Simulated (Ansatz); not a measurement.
**Geometry relaxation of GaO (part 1 of 2)**

GaO (P-6m2, 8 atoms in the cell), computed with DFT PBEsol, scalar-relativistic, plane waves, PAW, no spin polarisation (Ansatz 0.2.0).

Figures and captions count atoms from 1; the log counts them from 0 in places.

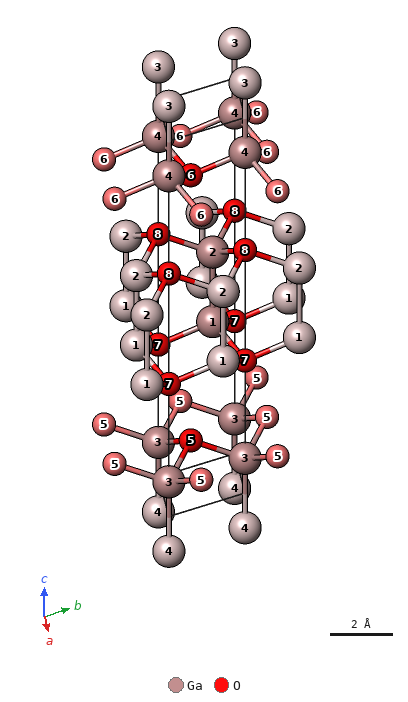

*The input geometry (ball-and-stick view of the cell of the calculation, seen at an oblique angle; neighbours outside the cell are drawn fainter; atoms are numbered from 1 in the order of the input). An atom can appear more than once, as a periodic image.*

**Summary**

| quantity | value |
| --- | --- |
| outcome | converged |
| space group (tolerance 0.01 Å) | P-6m2 (187) |
| electrons treated | 76 |
| free energy | −17217.8678 eV |
| Fermi energy | 7.415 eV |
| gap on the k-point mesh | 1.27 eV |
| pressure | 0.00 GPa |
| final volume | 108.74 Å³ |
| largest force (length of the vector) at the end | 0.002 eV/Å |
| final cell | a = 3.060 Å, b = 3.060 Å, c = 13.413 Å, α = 90.00°, β = 90.00°, γ = 120.00° |
| hardware | 4 threads of Arm Neoverse V2, 24 GiB of memory available, shared host |
| wall time | 22 s (CPU time 84 s) |
| peak memory | 0.49 GiB |

**The input**
```yaml
crystal:
  lattice:
    - [3.0608126998, 0.0, 0.0]
    - [-1.5304063499, 2.6507415542, 0.0]
    - [0.0, 0.0, 13.3691815261]
  atoms:
    - { symbol: Ga, position: [0.3333333333, 0.6666666667, 0.4074935423] }
    - { symbol: Ga, position: [0.3333333333, 0.6666666667, 0.5925064577] }
    - { symbol: Ga, position: [0.0, 0.0, 0.0925134695] }
    - { symbol: Ga, position: [0.0, 0.0, 0.9074865305] }
    - { symbol: O, position: [0.6666666667, 0.3333333333, 0.1469394213] }
    - { symbol: O, position: [0.6666666667, 0.3333333333, 0.8530605787] }
    - { symbol: O, position: [0.0, 0.0, 0.352958123] }
    - { symbol: O, position: [0.0, 0.0, 0.647041877] }
basis:
  ecutwfc: 420
kpoints:
  mp_grid: { grid: [12, 12, 2] }
hamiltonian:
  xc: pbesol
scf:
  occupations: { method: gaussian, width: 0.02 }
output:
  forces: true
  stress: true
  eigenvalues: true
relax:
  adjacent_minimum: "off"
  f_tol: 0.005
  max_steps: 80
  cell: { stress_tol: 0.05 }
```

Launch command:
```bash
ansatz run input.yaml --threads 4 --pin off --max-ram 12288MiB --backend cpu --events-out ev --progress --plain --runs-dir out
```

**Log**
```
Engine: ansatz 0.2.0, aarch64-unknown-linux-gnu
Pseudopotentials: kind: paw
Pseudopotential: Ga, paw, valence charge 13, recommended cutoff 420 eV (normal), Ga.paw.azcp
Pseudopotential: O, paw, valence charge 6, recommended cutoff 420 eV (normal), O.paw.azcp
Functional definition: PBEsol
  exchange = pbesol_x
  correlation = pbesol_c
Crystal: 8 atoms, lattice volume = 108.470 Å³
Basis set: ecut = 420 eV, 2061 PW (Γ), exchange–correlation on 48×48×180 points (8 copies of the dense FFT grid, shifted against one another)
Bands: 46, of which v1, the nominal top of the filled ones, is band 38 counted from 1 (37 counted from 0)
Symmetry: 12 space group operations
Space group: P-6m2 (ITA 187), of the structure as read, at distance tolerance 4.8e-5 Å
k-points: 38 of 288 (time reversal used)
Non-local potential: Ga, projectors of the file, l = 0: 2, l = 1: 2, l = 2: 3, l = 3: 1
Non-local potential: O, projectors of the file, l = 0: 2, l = 1: 2, l = 2: 1
PAW form: soft (Blöchl's): semilocal exchange-correlation on the pseudo side does not see the compensation charge
PAW frozen core: Ga, regenerated for the run's functional, and the local potential with it (the file was generated under x = pbe(κ = 0.804, μ = 0.2195149727645171), c = pbe(β = 0.06672455060314922))
PAW frozen core: O, regenerated for the run's functional, and the local potential with it (the file was generated under x = pbe(κ = 0.804, μ = 0.2195149727645171), c = pbe(β = 0.06672455060314922))
PAW one-centre angular grid: Ga, 590 points (default); XC on 64 Gauss nodes
PAW one-centre angular grid: O, 110 points (default); XC on 64 Gauss nodes
Initial density: superposition of atomic densities (neutral atoms: chi_scale 0, normalization atom), corrected by the library's trained network
Initial wavefunctions: pseudopotential atomic-orbital guess
Functional: x = pbesol(κ = 0.804, μ = 0.12345679012345678), c = pbesol(β = 0.046)
SCF iter   1: F=—  HF=-17217.971680 eV  |F-HF|=—  |Δ(HF+E_count)|=         —  Δρ=1.95e-2  dr2=4.55e-1  ethr=1.77e-3  ⟨swp⟩=6.4  Hψ=6375  notcnv=0  defer=1
preconditioner: auto → Resta (q_TF=auto, 2.571 Å⁻¹)  ε∞=4.6  [insulator: Δε(μ)=1.100 eV  Ē_g=16.469 eV  σ=0.020 eV  W_gap=1.00  n_scr=40 (ndim 8)  ℏωp=31.1 eV  f_vac=0.100  D(μ)=0.00/eV (n_scr^D=0)  ε∞_Penn≈4.6]
SCF iter   2: F=—  HF=-17217.872742 eV  |F-HF|=—  |Δ(HF+E_count)|=   9.89e-2  Δρ=5.24e-3  dr2=1.64e-2  ethr=5.99e-4  ⟨swp⟩=2.2  Hψ=2632  notcnv=0  defer=130
SCF iter   3: F=—  HF=-17217.868839 eV  |F-HF|=—  |Δ(HF+E_count)|=   3.90e-3  Δρ=1.68e-3  dr2=4.58e-3  ethr=2.15e-5  ⟨swp⟩=2.0  Hψ=2414  notcnv=0  defer=130
SCF iter   4: F=—  HF=-17217.868060 eV  |F-HF|=—  |Δ(HF+E_count)|=   7.79e-4  Δρ=6.84e-4  dr2=5.89e-4  ethr=6.03e-6  ⟨swp⟩=3.0  Hψ=3224  notcnv=0  defer=130
SCF iter   5: F=—  HF=-17217.867750 eV  |F-HF|=—  |Δ(HF+E_count)|=   3.10e-4  Δρ=2.40e-4  dr2=6.64e-5  ethr=7.74e-7  ⟨swp⟩=2.0  Hψ=2875  notcnv=0  defer=130
SCF iter   6: F=—  HF=-17217.867751 eV  |F-HF|=—  |Δ(HF+E_count)|=   3.41e-7  Δρ=5.20e-5  dr2=3.45e-6  ethr=8.74e-8  ⟨swp⟩=2.0  Hψ=2097  notcnv=0  defer=130
SCF iter   7: F=—  HF=-17217.867753 eV  |F-HF|=—  |Δ(HF+E_count)|=   2.74e-6  Δρ=1.02e-5  dr2=1.77e-7  ethr=4.54e-9  ⟨swp⟩=2.1  Hψ=2291  notcnv=0  defer=130
SCF iter   8: F=-17217.867754 eV  HF=-17217.867754 eV  |F-HF|=2.31e-8  |Δ(HF+E_count)|=   2.67e-7  Δρ=4.39e-6  dr2=2.15e-8  ethr=1.32e-10  ⟨swp⟩=9.9  Hψ=7472  notcnv=0
SCF 1 converged in 8 iterations: F = -17217.867754 eV  dr2 = 2.15e-8
  greatest PAW one-centre occupation: 0.996 electrons in one spin orbital (limit 2), on the Ga atom at site 3 (counted from 0), in its partial waves of l = 2
relax step   1: F+E_penalty+E_count = -17217.86775352 eV  Δ(F+E_penalty+E_count) = +0.000e0 eV  max|allowed force component| = 1.108e-2 eV/Å  Δτ_max = 0.0000 Å  P = +0.016 GPa  Ω = 108.470 Å³  (8 SCF iters, dr2 threshold 1.00e-7 eV, accepted)
Crystal: 8 atoms, lattice volume = 108.516 Å³
Initial density: handed on by an earlier stage of this run
Initial wavefunctions: those handed on with the density
iter 1 solved again at ethr=3.81e-8 eV; its pass at ethr=3.10e-3 eV (dr2=2.89e-5 eV) is discarded
SCF iter   1: F=—  HF=-17217.867688 eV  |F-HF|=—  |Δ(HF+E_count)|=         —  Δρ=3.10e-4  dr2=2.90e-5  ethr=3.81e-8  ⟨swp⟩=2.9  Hψ=7666  notcnv=0
preconditioner: auto → Resta (q_TF=auto, 2.571 Å⁻¹)  ε∞=4.5  [insulator: Δε(μ)=1.259 eV  Ē_g=16.514 eV  σ=0.020 eV  W_gap=1.00  n_scr=40 (ndim 8)  ℏωp=31.1 eV  f_vac=0.103  D(μ)=0.00/eV (n_scr^D=0)  ε∞_Penn≈4.5]
SCF iter   2: F=—  HF=-17217.867650 eV  |F-HF|=—  |Δ(HF+E_count)|=   3.81e-5  Δρ=1.50e-4  dr2=6.82e-6  ethr=3.81e-8  ⟨swp⟩=2.0  Hψ=2711  notcnv=0
SCF iter   3: F=—  HF=-17217.867648 eV  |F-HF|=—  |Δ(HF+E_count)|=   2.57e-6  Δρ=1.82e-5  dr2=4.25e-7  ethr=8.98e-9  ⟨swp⟩=2.0  Hψ=2592  notcnv=0
SCF iter   4: F=—  HF=-17217.867648 eV  |F-HF|=—  |Δ(HF+E_count)|=   2.61e-8  Δρ=1.01e-5  dr2=1.22e-7  ethr=5.59e-10  ⟨swp⟩=2.0  Hψ=3035  notcnv=0
SCF iter   5: F=—  HF=-17217.867648 eV  |F-HF|=—  |Δ(HF+E_count)|=   4.03e-8  Δρ=5.88e-6  dr2=3.81e-8  ethr=1.61e-10  ⟨swp⟩=2.0  Hψ=3087  notcnv=0
SCF iter   6: F=-17217.867648 eV  HF=-17217.867648 eV  |F-HF|=3.38e-9  |Δ(HF+E_count)|=   1.15e-8  Δρ=1.61e-6  dr2=4.51e-9  ethr=2.01e-11  ⟨swp⟩=4.4  Hψ=6143  notcnv=0
SCF 2 converged in 6 iterations: F = -17217.867648 eV  dr2 = 4.51e-9
relax step   2: F+E_penalty+E_count = -17217.86764770 eV  Δ(F+E_penalty+E_count) = +1.058e-4 eV  max|allowed force component| = 2.007e-3 eV/Å  Δτ_max = 0.0012 Å  P = +0.015 GPa  Ω = 108.516 Å³  energy of the carried Pulay correction = -1.549e-4 eV  (6 SCF iters, dr2 threshold 1.53e-8 eV, accepted)
Initial wavefunctions: pseudopotential atomic-orbital guess (no wavefunctions were taken with the density)
iter 1 solved again at ethr=7.75e-8 eV; its pass at ethr=3.10e-3 eV (dr2=5.89e-5 eV) is discarded
SCF iter   1: F=—  HF=-17217.867861 eV  |F-HF|=—  |Δ(HF+E_count)|=         —  Δρ=7.25e-6  dr2=1.07e-8  ethr=7.75e-8  ⟨swp⟩=3.5  Hψ=11482  notcnv=0
eigensolver tolerance schedule: the retry pair's looser diagonalisation over-reported the residual by 5529.63 of it (diagonalisation noise at 0.16 of the residual, at the tolerance the schedule requests for it); recorded, not acted on — ethr = c·dr2/N_el stays at c = 1.0e-1
preconditioner: auto → Resta (q_TF=auto, 2.571 Å⁻¹)  ε∞=4.5  [insulator: Δε(μ)=1.259 eV  Ē_g=16.515 eV  σ=0.020 eV  W_gap=1.00  n_scr=40 (ndim 8)  ℏωp=31.1 eV  f_vac=0.103  D(μ)=0.00/eV (n_scr^D=0)  ε∞_Penn≈4.5]
SCF iter   2: F=—  HF=-17217.867827 eV  |F-HF|=—  |Δ(HF+E_count)|=   3.39e-5  Δρ=3.87e-6  dr2=4.23e-9  ethr=1.40e-11  ⟨swp⟩=3.0  Hψ=3526  notcnv=0
SCF iter   3: F=—  HF=-17217.867827 eV  |F-HF|=—  |Δ(HF+E_count)|=   9.15e-9  Δρ=9.08e-7  dr2=6.62e-10  ethr=5.57e-12  ⟨swp⟩=2.0  Hψ=3192  notcnv=0
SCF iter   4: F=—  HF=-17217.867827 eV  |F-HF|=—  |Δ(HF+E_count)|=  1.46e-11  Δρ=4.33e-7  dr2=1.47e-10  ethr=1.00e-12  ⟨swp⟩=2.0  Hψ=3038  notcnv=0
SCF iter   5: F=-17217.867827 eV  HF=-17217.867827 eV  |F-HF|=5.09e-11  |Δ(HF+E_count)|=  1.31e-10  Δρ=2.14e-7  dr2=5.58e-11  ethr=1.00e-12  ⟨swp⟩=4.1  Hψ=5890  notcnv=0
SCF 3 converged in 5 iterations: F = -17217.867827 eV  dr2 = 5.58e-11
  greatest PAW one-centre occupation: 0.996 electrons in one spin orbital (limit 2), on the Ga atom at site 2 (counted from 0), in its partial waves of l = 2
relax step   3: F+E_penalty+E_count = -17217.86782701 eV  Δ(F+E_penalty+E_count) = -1.793e-4 eV  max|allowed force component| = 1.968e-3 eV/Å  Δτ_max = 0.0000 Å  P = +0.017 GPa  Ω = 108.516 Å³  stress off target by 5.58e-2 GPa  SCF on the basis re-selected at this cell (its energy is not comparable with the rows above)  (5 SCF iters)
basis re-selected at this cell: Δ(F+E_penalty+E_count) = -1.793e-4 eV, ΔP = +0.002 GPa vs the last step (what re-selecting the basis moved, of the pressure what is left beyond the Pulay correction that the steps carried, after the strain that the cell walked since its last selection, with what the two solves' SCF thresholds leave and, on support functions, any second-order correction that the steps lacked; it is no measure of the basis error at this ecutwfc). This SCF's stress stands 5.58e-2 GPa from its target on what of the cell is left free (relax.cell.stress_tol is 5.00e-2 GPa) and its largest allowed force component is 1.97e-3 eV/Å (relax.f_tol is 5.00e-3 eV/Å): not within both, so this SCF does not close the relaxation
Crystal: 8 atoms, lattice volume = 108.742 Å³
Basis set: ecut = 420 eV, 2085 PW (Γ), exchange–correlation on 48×48×180 points (8 copies of the dense FFT grid, shifted against one another)
iter 1 solved again at ethr=3.69e-7 eV; its pass at ethr=3.10e-3 eV (dr2=2.80e-4 eV) is discarded
SCF iter   1: F=—  HF=-17217.867181 eV  |F-HF|=—  |Δ(HF+E_count)|=         —  Δρ=8.80e-4  dr2=2.79e-4  ethr=3.69e-7  ⟨swp⟩=2.3  Hψ=7635  notcnv=0
preconditioner: auto → Resta (q_TF=auto, 2.570 Å⁻¹)  ε∞=4.5  [insulator: Δε(μ)=1.270 eV  Ē_g=16.510 eV  σ=0.020 eV  W_gap=1.00  n_scr=40 (ndim 8)  ℏωp=31.0 eV  f_vac=0.106  D(μ)=0.00/eV (n_scr^D=0)  ε∞_Penn≈4.5]
SCF iter   2: F=—  HF=-17217.867122 eV  |F-HF|=—  |Δ(HF+E_count)|=   5.86e-5  Δρ=4.10e-4  dr2=5.86e-5  ethr=3.67e-7  ⟨swp⟩=2.3  Hψ=2549  notcnv=0
SCF iter   3: F=—  HF=-17217.867070 eV  |F-HF|=—  |Δ(HF+E_count)|=   5.26e-5  Δρ=1.38e-4  dr2=1.71e-5  ethr=7.71e-8  ⟨swp⟩=2.0  Hψ=3037  notcnv=0
SCF iter   4: F=—  HF=-17217.867071 eV  |F-HF|=—  |Δ(HF+E_count)|=   7.86e-7  Δρ=3.14e-5  dr2=2.06e-6  ethr=2.25e-8  ⟨swp⟩=2.8  Hψ=2966  notcnv=0
SCF iter   5: F=—  HF=-17217.867072 eV  |F-HF|=—  |Δ(HF+E_count)|=   1.04e-6  Δρ=1.37e-5  dr2=1.97e-7  ethr=2.71e-9  ⟨swp⟩=2.0  Hψ=3040  notcnv=0
SCF iter   6: F=—  HF=-17217.867072 eV  |F-HF|=—  |Δ(HF+E_count)|=   2.09e-8  Δρ=5.92e-6  dr2=3.60e-8  ethr=2.59e-10  ⟨swp⟩=2.0  Hψ=3178  notcnv=0
SCF iter   7: F=-17217.867072 eV  HF=-17217.867072 eV  |F-HF|=4.02e-9  |Δ(HF+E_count)|=   6.42e-8  Δρ=1.23e-6  dr2=2.51e-9  ethr=1.02e-11  ⟨swp⟩=5.0  Hψ=6393  notcnv=0
SCF 4 converged in 7 iterations: F = -17217.867072 eV  dr2 = 2.51e-9
relax step   4: F+E_penalty+E_count = -17217.86707167 eV  Δ(F+E_penalty+E_count) = +7.553e-4 eV  max|allowed force component| = 2.174e-3 eV/Å  Δτ_max = 0.0040 Å  P = -0.009 GPa  Ω = 108.742 Å³  energy of the carried Pulay correction = -7.988e-4 eV  (7 SCF iters, dr2 threshold 7.79e-9 eV, accepted)
iter 1 solved again at ethr=6.89e-8 eV; its pass at ethr=3.10e-3 eV (dr2=5.24e-5 eV) is discarded
SCF iter   1: F=—  HF=-17217.867475 eV  |F-HF|=—  |Δ(HF+E_count)|=         —  Δρ=1.77e-4  dr2=7.62e-7  ethr=6.89e-8  ⟨swp⟩=3.5  Hψ=11533  notcnv=0
preconditioner: auto → Resta (q_TF=auto, 2.570 Å⁻¹)  ε∞=4.5  [insulator: Δε(μ)=1.268 eV  Ē_g=16.513 eV  σ=0.020 eV  W_gap=1.00  n_scr=40 (ndim 8)  ℏωp=31.0 eV  f_vac=0.106  D(μ)=0.00/eV (n_scr^D=0)  ε∞_Penn≈4.5]
SCF iter   2: F=—  HF=-17217.867722 eV  |F-HF|=—  |Δ(HF+E_count)|=   2.47e-4  Δρ=8.95e-5  dr2=2.03e-7  ethr=1.00e-9  ⟨swp⟩=2.0  Hψ=2566  notcnv=0
SCF iter   3: F=—  HF=-17217.867821 eV  |F-HF|=—  |Δ(HF+E_count)|=   9.93e-5  Δρ=1.03e-5  dr2=4.75e-8  ethr=2.68e-10  ⟨swp⟩=2.0  Hψ=3190  notcnv=0
SCF iter   4: F=—  HF=-17217.867822 eV  |F-HF|=—  |Δ(HF+E_count)|=   6.72e-7  Δρ=6.58e-7  dr2=5.90e-10  ethr=6.25e-11  ⟨swp⟩=2.9  Hψ=3188  notcnv=0
SCF iter   5: F=—  HF=-17217.867822 eV  |F-HF|=—  |Δ(HF+E_count)|=   1.60e-9  Δρ=3.23e-7  dr2=1.85e-10  ethr=1.00e-12  ⟨swp⟩=5.1  Hψ=6536  notcnv=0
SCF iter   6: F=-17217.867822 eV  HF=-17217.867822 eV  |F-HF|=5.82e-11  |Δ(HF+E_count)|=  2.62e-10  Δρ=1.41e-7  dr2=4.51e-11  ethr=1.00e-12  ⟨swp⟩=4.0  Hψ=6158  notcnv=0
SCF 5 converged in 6 iterations: F = -17217.867822 eV  dr2 = 4.51e-11
relax step   5: F+E_penalty+E_count = -17217.86782193 eV  Δ(F+E_penalty+E_count) = -7.503e-4 eV  max|allowed force component| = 2.159e-3 eV/Å  Δτ_max = 0.0000 Å  P = +0.003 GPa  Ω = 108.742 Å³  stress off target by 2.91e-2 GPa  SCF on the basis re-selected at this cell (its energy is not comparable with the rows above)  (6 SCF iters)
```

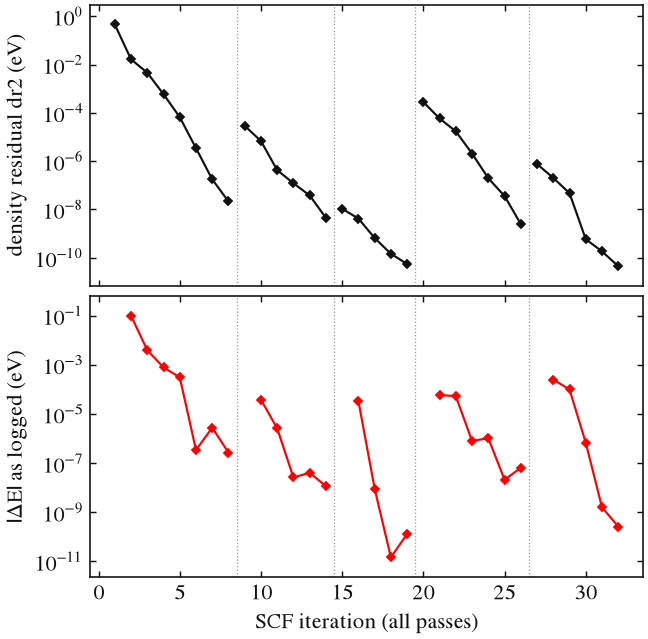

*Convergence of the self-consistent field: density residual dr2 and size of the energy change against the SCF iteration. The dotted lines part the SCF passes of the relaxation: geometry steps, rejected trials and re-solves on a re-selected basis.*

The 5 passes take 5 to 8 iterations each, 32 in all.
